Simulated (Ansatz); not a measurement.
# Geometry relaxation of V4Bi4O15 (charge +2) (part 3 of 3)

V4Bi4O15 (defect cell, 23 atoms in the cell, total charge +2); DFT PBE, scalar-relativistic, plane waves, PAW, no spin polarisation (Ansatz 0.2.0); cutoff 420 eV, 2×2×2 k-mesh, Gaussian smearing of 0.02 eV. The structure derives from a Materials Project entry.

Geometry of the input (Å; fractional positions):
```
-2.5835  -2.5835  5.8875
-2.5835  -2.5835  -5.8875
5.1669  -5.1669  0.0000
V  0.0000  -0.0000  0.5000
V  0.5000  0.5000  -0.0000
V  0.5000  -0.0000  0.7500
V  -0.0000  0.5000  0.2500
Bi 0.0000  0.0000  0.0000
Bi 0.5000  0.5000  0.5000
Bi 0.5000  0.0000  0.2500
Bi -0.0000  0.5000  0.7500
O  1.2718  0.1156  0.4446
O  0.4773  0.6336  0.1937
O  0.2282  0.8844  0.8054
O  0.7282  0.3844  0.3054
O  0.6156  0.2718  0.6946
O  0.1156  0.7718  0.1946
O  0.8664  0.0227  0.3063
O  0.3664  0.5227  0.8063
O  0.6336  0.9773  0.9437
O  0.1336  0.4773  0.4437
O  0.8844  0.7282  0.5554
O  0.3844  0.2282  0.0554
O  0.5227  0.8664  0.5563
O  0.0227  0.3664  0.0563
O  0.7718  0.6156  0.9446
```

**Output, continued**
```
--- Relaxed structure (25 steps of the walk, 21 accepted, 0 SCFs on fresh bases) ---
  F+E_penalty+E_count = -69773.75820896 eV   max|allowed force component| = 1.816e-2 eV/Å
  atoms:
    - { symbol: V, position: [0.042996557832286425, 0.121702761234002, 0.46576968419574505] }
    - { symbol: V, position: [0.4940116361520878, 0.48160125366714196, -0.006243345787821153] }
    - { symbol: V, position: [0.4840451769816737, -0.030501867171170427, 0.742366683249555] }
    - { symbol: V, position: [0.006103357316152969, 0.4940079450908158, 0.24439764276337816] }
    - { symbol: Bi, position: [-0.0005821687466856483, -0.03548121402645839, -0.026541414383404443] }
    - { symbol: Bi, position: [0.5106705632613782, 0.5023800273399956, 0.49455304111495074] }
    - { symbol: Bi, position: [0.5065724707165715, -0.03217929107222178, 0.23439285698013335] }
    - { symbol: Bi, position: [-0.013875441370253372, 0.47025812345211887, 0.7739946282953017] }
    - { symbol: O, position: [1.2907674540078884, 0.13344054395446558, 0.4348043929327071] }
    - { symbol: O, position: [0.458674990519005, 0.6047425201242933, 0.1978052599766865] }
    - { symbol: O, position: [0.20339569171950356, 0.849677531254763, 0.7982261494243719] }
    - { symbol: O, position: [0.7566219001924908, 0.4271257711726883, 0.3199103050765878] }
    - { symbol: O, position: [0.6083767671409637, 0.2390297711384886, 0.694924168172947] }
    - { symbol: O, position: [0.13637087119475255, 0.7620624252812644, 0.19695214307488412] }
    - { symbol: O, position: [0.8602231863542336, -0.02735208071892986, 0.30647427766635926] }
    - { symbol: O, position: [0.34184887079475956, 0.484990747637561, 0.8090881916481474] }
    - { symbol: O, position: [0.6124494586681559, 0.9300365892195808, 0.9327205111457548] }
    - { symbol: O, position: [0.11862279009085344, 0.41035893562696846, 0.44021861816674585] }
    - { symbol: O, position: [0.9538492406241408, 1.0776889166779078, 0.6862323631128879] }
    - { symbol: O, position: [0.40241378580990333, 0.21951101511234644, 0.0479727892039955] }
    - { symbol: O, position: [0.49524324196431413, 0.8348853620111659, 0.543999145518038] }
    - { symbol: O, position: [-0.01740274803585043, 0.34198690235634865, 0.05109199893700476] }
    - { symbol: O, position: [0.7712909833116727, 0.606459191836863, 0.9231911414150432] }
```

**Trajectory as extended XYZ (Å, eV, eV/Å), 4 of the 25 frames kept, from step=1 to step=25**
```
23
Lattice="-2.5835 -2.5835 5.8875 -2.5835 -2.5835 -5.8875 5.1669 -5.1669 0.0000" Properties=species:S:1:pos:R:3:forces:R:3 step=1 energy=-69771.30067
V     2.5835   -2.5835    0.0000   -1.4931   1.9809   0.7368
V    -2.5835   -2.5835    0.0000    0.3728  -0.2423  -0.0471
V     2.5835   -5.1669    2.9437    0.1481  -0.3155  -0.2904
V     0.0000   -2.5835   -2.9437   -0.1927   0.8714  -0.3160
Bi    0.0000    0.0000    0.0000    0.8275  -0.6790   0.8857
Bi    0.0000   -5.1669    0.0000   -0.3833   0.0418  -0.3024
Bi    0.0000   -2.5835    2.9437   -0.2146   0.5296  -0.0931
Bi    2.5835   -5.1669   -2.9437   -0.0090  -1.1703  -0.9124
O    -1.2873   -5.8813    6.8075    1.8458   0.6990  -1.0876
O    -1.8691   -3.8708   -0.9200   -0.0210  -0.1078  -0.0200
O     1.2873   -7.0360   -3.8637    0.4039   0.6369  -0.5792
O    -1.2962   -4.4526    2.0238   -0.1069  -0.2031   0.1470
O     1.2962   -5.8813    2.0238    0.0329   0.1057   0.3574
O    -1.2873   -3.2978   -3.8637   -0.3382  -0.1809  -0.6581
O    -0.7144   -3.8797    4.9675    0.3418  -1.0278   1.3802
O     1.8691   -6.4631   -0.9200    0.0637   0.6737  -0.1678
O     0.7144   -9.0377   -2.0238   -0.5885   0.0263   0.2970
O     0.7144   -3.8708   -2.0238    1.0281  -0.3886   0.7505
O    -1.2962   -7.0360    0.9200   -1.1426  -1.0180  -0.9368
O    -1.2962   -1.8691    0.9200    0.3909   0.2461   0.0276
O    -0.7144   -6.4631   -2.0238   -0.4045  -0.3887   0.5002
O    -0.7144   -1.2962   -2.0238    0.0280   0.1558   0.0755
O     1.2962   -8.4648    0.9200   -0.5891  -0.2441   0.2522
23
Lattice="-2.5835 -2.5835 5.8875 -2.5835 -2.5835 -5.8875 5.1669 -5.1669 0.0000" Properties=species:S:1:pos:R:3:forces:R:3 step=9 energy=-69773.21502
V     1.9969   -2.5743   -0.1979    0.5067   1.1795  -0.8977
V    -2.5280   -2.5582    0.0702   -0.5954  -0.4776  -1.0402
V     2.5144   -5.0967    2.8797   -1.0516   0.0912   0.6675
V     0.1836   -2.6023   -2.8300    0.3481   0.6139   0.7125
Bi   -0.1949    0.3360   -0.0521    0.2002  -0.1147  -0.1327
Bi   -0.0290   -5.3476    0.1504    0.1091   0.2543  -0.4225
Bi    0.0978   -2.3854    2.9528   -0.1101  -0.3690   0.5091
Bi    2.6998   -5.4949   -2.9941    0.0012   0.2712   0.1764
O    -1.5327   -5.9190    6.8966   -0.3330  -0.5238   0.1389
O    -1.7495   -3.7224   -0.9699   -0.0506   0.3116   0.3790
O     1.4421   -7.1965   -3.7308    0.6364   0.1246  -0.2134
O    -1.3326   -4.6461    1.8884    0.1796   0.1842  -0.0352
O     1.2869   -5.9146    1.9517   -0.0306   0.0366  -0.0906
O    -0.9444   -3.5303   -3.6337   -0.2864  -0.5328  -0.3118
O    -0.8815   -3.5122    5.3385   -0.1544  -0.2647   0.1379
O     2.0033   -6.3465   -0.8535    0.1633  -0.2425   0.1738
O     0.3781   -8.8734   -1.8863    0.2658   0.1586  -0.0682
O     1.4015   -3.4370   -1.6886   -0.4399  -0.3178  -0.0196
O    -1.5103   -7.8512    0.1049    0.1272  -0.2068   0.1146
O    -1.3306   -1.9289    1.0195    0.3350   0.2458   0.4104
O    -0.7164   -6.2612   -2.2243    0.0657  -0.3783  -0.0536
O    -0.6299   -1.2050   -2.1788    0.0879  -0.1745  -0.0843
O     1.2444   -8.5671    0.9073    0.0251   0.1313  -0.0507
23
Lattice="-2.5835 -2.5835 5.8875 -2.5835 -2.5835 -5.8875 5.1669 -5.1669 0.0000" Properties=species:S:1:pos:R:3:forces:R:3 step=17 energy=-69773.74234
V     1.9867   -2.8207   -0.4588   -0.0220  -0.0164  -0.1934
V    -2.5553   -2.4954    0.0634   -0.0020  -0.0729  -0.3023
V     2.6547   -5.0123    3.0361    0.2974   0.2630   0.1350
V    -0.0225   -2.5544   -2.8610   -0.2578  -0.2141  -0.0696
Bi   -0.0321    0.2357    0.1812   -0.0359   0.0041   0.0554
Bi   -0.0464   -5.1801    0.0646   -0.0541   0.0869  -0.1612
Bi   -0.0314   -2.4379    3.1544    0.2061   0.0504   0.0762
Bi    2.7914   -5.2045   -2.8500   -0.0472  -0.0335   0.0439
O    -1.4124   -5.9054    6.8227   -0.0883  -0.1095   0.0970
O    -1.7293   -3.7877   -0.8607   -0.0626   0.1564   0.1152
O     1.4122   -6.8565   -3.7995   -0.0683  -0.0623   0.0022
O    -1.3931   -4.6962    1.9660    0.0902   0.0541  -0.0583
O     1.3976   -5.7654    2.1824   -0.0924  -0.0840  -0.1090
O    -1.2833   -3.3403   -3.6958    0.0585   0.0401   0.0971
O    -0.5701   -3.7244    5.2115   -0.0490   0.0069  -0.0155
O     2.0261   -6.3195   -0.8614    0.0696  -0.0581   0.1299
O     0.8375   -8.8133   -1.8618   -0.0754  -0.0189  -0.0657
O     0.8996   -3.6476   -1.7017    0.0933   0.0423   0.0528
O    -1.6946   -8.7688   -0.7330    0.0457  -0.0564   0.0375
O    -1.3669   -1.8571    1.0610    0.0600   0.0276   0.0950
O    -0.6088   -6.2370   -1.9954   -0.0731  -0.1123  -0.0584
O    -0.6021   -1.1159   -2.1038    0.0359   0.0851   0.0200
O     1.2119   -8.3301    0.9597   -0.0293   0.0220   0.0766
23
Lattice="-2.5835 -2.5835 5.8875 -2.5835 -2.5835 -5.8875 5.1669 -5.1669 0.0000" Properties=species:S:1:pos:R:3:forces:R:3 step=25 energy=-69773.75821
V     1.9811   -2.8321   -0.4634   -0.0171   0.0177   0.0071
V    -2.5527   -2.4882    0.0731    0.0089  -0.0024  -0.0082
V     2.6640   -5.0075    3.0294   -0.0022  -0.0016  -0.0024
V    -0.0292   -2.5548   -2.8725    0.0073  -0.0156  -0.0110
Bi   -0.0440    0.2303    0.2055    0.0029  -0.0087   0.0076
Bi   -0.0619   -5.1725    0.0488   -0.0025   0.0064   0.0104
Bi   -0.0145   -2.4367    3.1719    0.0038   0.0053  -0.0079
Bi    2.8201   -5.1782   -2.8503    0.0036  -0.0026   0.0017
O    -1.4328   -5.9260    6.8138    0.0061   0.0037   0.0033
O    -1.7253   -3.7694   -0.8600   -0.0045   0.0070   0.0017
O     1.4038   -6.8450   -3.8050   -0.0030  -0.0018   0.0019
O    -1.4052   -4.7111    1.9399   -0.0020  -0.0005   0.0026
O     1.4014   -5.7799    2.1745    0.0071   0.0074   0.0100
O    -1.3034   -3.3387   -3.6838   -0.0046  -0.0035   0.0007
O    -0.5682   -3.7352    5.2256   -0.0030  -0.0035  -0.0021
O     2.0444   -6.3166   -0.8427   -0.0041  -0.0073  -0.0014
O     0.8343   -8.8043   -1.8698   -0.0090   0.0090  -0.0027
O     0.9080   -3.6412   -1.7176   -0.0034  -0.0016  -0.0047
O    -1.7027   -8.7941   -0.7291    0.0142  -0.0041  -0.0023
O    -1.3588   -1.8546    1.0768    0.0039   0.0008   0.0017
O    -0.6255   -6.2472   -1.9996    0.0035  -0.0182  -0.0116
O    -0.5746   -1.1025   -2.1159   -0.0005   0.0141   0.0090
O     1.2107   -8.3294    0.9704   -0.0054  -0.0002  -0.0032
```

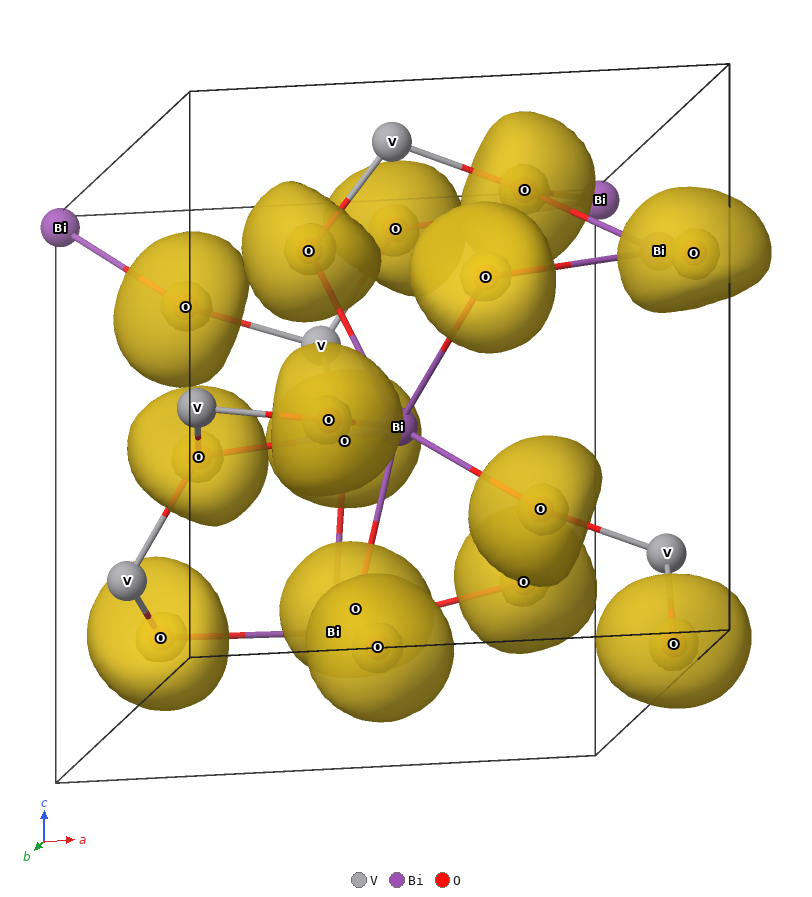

Fig. 1: Isosurface of the ELF at 0.65 (yellow), seen at an oblique angle. Only the valence region is drawn (cores and ρ < 0.01 e/Å³ removed). Sticks mark near contacts. The outline is the calculation cell. Values along the shortest contacts: V–O (1.67 Å): the ELF is about 0.30 at the midpoint. Bi–O (2.21 Å): the ELF peaks at about 0.80 in the valence shell of O, 0.6 Å from its nucleus, and drops to about 0.25 between the two atoms. The fields are those of the smooth PAW valence density.

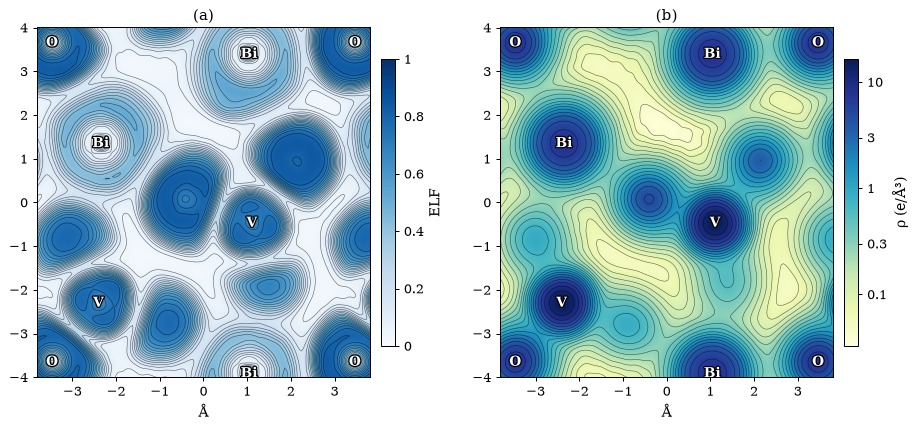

Fig. 2: (a) ELF; (b) valence electron density on the (010) plane of the calculation cell. The section cuts through V, Bi and O sites. V–O (1.72 Å): the density is about 1.3 e/Å³ at the midpoint; the ELF is about 0.30 at the midpoint. Away from the nuclei the density in this plane falls to 0.03 e/Å³ at its lowest. The strong features right at V and Bi lie inside the PAW spheres (semicore, d or f shells) and say nothing about bonding.

**Results in brief**

- outcome: converged
- electrons treated: 200
- free energy: −69773.7582 eV
- Fermi energy: 8.980 eV
- gap on the k-point mesh: 2.28 eV
- final volume: 314.36 Å³
- largest force (length of the vector) at the end: 0.026 eV/Å
- hardware: 4 threads of Intel Xeon @ 2.50GHz (Skylake/Cascade Lake), 64 GiB of memory available, shared host
- wall time: 4 min (CPU time 14 min)
- peak memory: 1.1 GiB

**Notes**

Spin–orbit coupling is left out, which matters for Bi.
